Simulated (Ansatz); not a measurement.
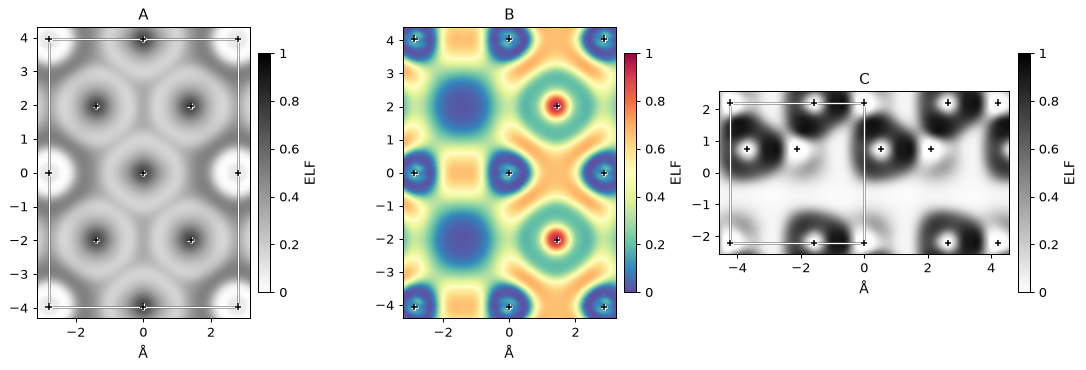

The ELF of 3 systems, each on a plane through atoms (crosses mark nuclei in the plane).

Level of theory: DFT r2SCAN, scalar-relativistic, plane waves, PAW (Ansatz).

System 1: BN, the (110) plane of the conventional cell. Space group P6₃mc; a structure from a database of computed crystals, not necessarily the ambient phase; computed pressure about −5 GPa in this cell.

System 2: Al₂Cu, the (11̄0) plane of the conventional cell. Space group Fm-3m; a structure from a database of computed crystals, not necessarily the ambient phase; computed without spin polarisation.

```yaml
crystal:
  lattice:
    - [4.05472, 4.05472, 0.00000]
    - [-4.05472, 4.05472, 0.00000]
    - [0.00000, 0.00000, 5.73398]
  atoms:
    - { symbol: Al, position: [0.25000, 0.25000, 0.25000] }
    - { symbol: Al, position: [0.25000, 0.75000, 0.75000] }
    - { symbol: Al, position: [0.75000, 0.75000, 0.25000] }
    - { symbol: Al, position: [0.75000, 0.25000, 0.75000] }
    - { symbol: Al, position: [0.25000, 0.75000, 0.25000] }
    - { symbol: Al, position: [0.25000, 0.25000, 0.75000] }
    - { symbol: Al, position: [0.75000, 0.25000, 0.25000] }
    - { symbol: Al, position: [0.75000, 0.75000, 0.75000] }
    - { symbol: Cu, position: [0.00000, 0.50000, 0.00000] }
    - { symbol: Cu, position: [0.00000, 0.00000, 0.50000] }
    - { symbol: Cu, position: [0.50000, 0.00000, 0.00000] }
    - { symbol: Cu, position: [0.50000, 0.50000, 0.50000] }
```

System 3: AlNi₃, the (011) plane of the conventional cell. Space group Fm-3m; a structure from a database of computed crystals, not necessarily the ambient phase; the program warned that a starting moment wasn't kept; spin-polarised, but the moments vanished.

```xyz
16
Lattice="5.6038 0.0000 0.0000 0.0000 5.6038 0.0000 0.0000 0.0000 5.6038" Properties=species:S:1:pos:R:3 pbc="T T T"
Al    2.8019    0.0000    0.0000
Al    0.0000    2.8019    0.0000
Al    0.0000    0.0000    2.8019
Al    2.8019    2.8019    2.8019
Ni    1.4009    1.4009    1.4009
Ni    4.2028    4.2028    1.4009
Ni    4.2028    1.4009    4.2028
Ni    1.4009    4.2028    4.2028
Ni    0.0000    0.0000    0.0000
Ni    2.8019    2.8019    0.0000
Ni    2.8019    0.0000    2.8019
Ni    0.0000    2.8019    2.8019
Ni    4.2028    1.4009    1.4009
Ni    1.4009    4.2028    1.4009
Ni    1.4009    1.4009    4.2028
Ni    4.2028    4.2028    4.2028
```

Question: Which map belongs to which system?

Answer: Panel A is system 3, AlNi₃: the plane holds Al and Ni. Al–Ni (2.43 Å): the ELF is about 0.40 at the midpoint. Panel B is system 2, Al₂Cu: the plane holds Al and Cu. Al–Cu (2.48 Å): the ELF peaks at about 0.70 between the atoms. Panel C is system 1, BN: the plane holds B and N. B–N (1.57 Å): the ELF peaks at about 0.95 between the atoms: a polar covalent bond.
